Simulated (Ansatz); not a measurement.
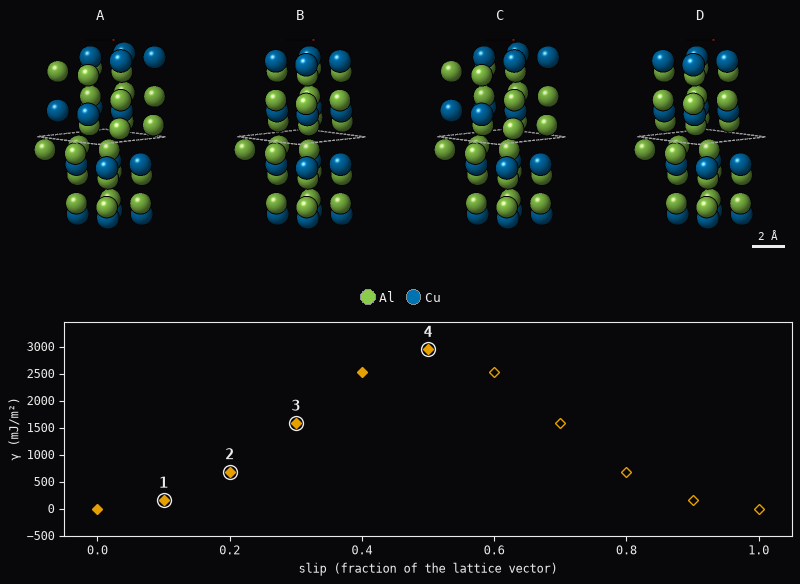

Energy scan for a crystal of Al2Cu (Fm-3m), in which the crystal above a cut along the (1 1 1) plane of the conventional cell (between a plane of Al below and one of Al above, 1.65 Å apart) is slid rigidly by fractions of an in-plane lattice vector 4.05 Å long (a generalised stacking fault). One cut stands in each cell, which starts 9.9 Å high; nothing is relaxed, and the dashed outline marks the cut, the arrow on top the direction of slip. The frames are shuffled; the numbered points of the plot belong to them. Hollow markers are points alike by symmetry, not computed again. A spheres-only model of the layers on both sides of the cut, seen from the side, nearly along the cut plane.

Method: DFT PBEsol, scalar-relativistic, plane waves, PAW (Ansatz). (plane-wave cutoff 420 eV; k-point mesh 13 × 13 × 5; occupations gaussian; smearing width 0.15 eV; no spin polarisation). Energies (free energies at the smearing named) are counted from the relaxed crystal.

> Which frame belongs to which numbered point?

Point 1 is frame C (the slip 0.10, 155 mJ/m²); 2 is frame A (the slip 0.20, 683 mJ/m²); 3 is frame D (the slip 0.30, 1581 mJ/m²); 4 is frame B (the slip 0.50, 2948 mJ/m²). The curve starts and ends at zero, since a full lattice vector restores the crystal. Its highest computed point is 2948 mJ/m² at slip 0.50, which the unstable stacking-fault energy of this rigid path equals or slightly exceeds. No local minimum shows among the points, so there is no metastable fault on this line. The path is symmetric about half-way. Relaxation across the fault would lower the values.
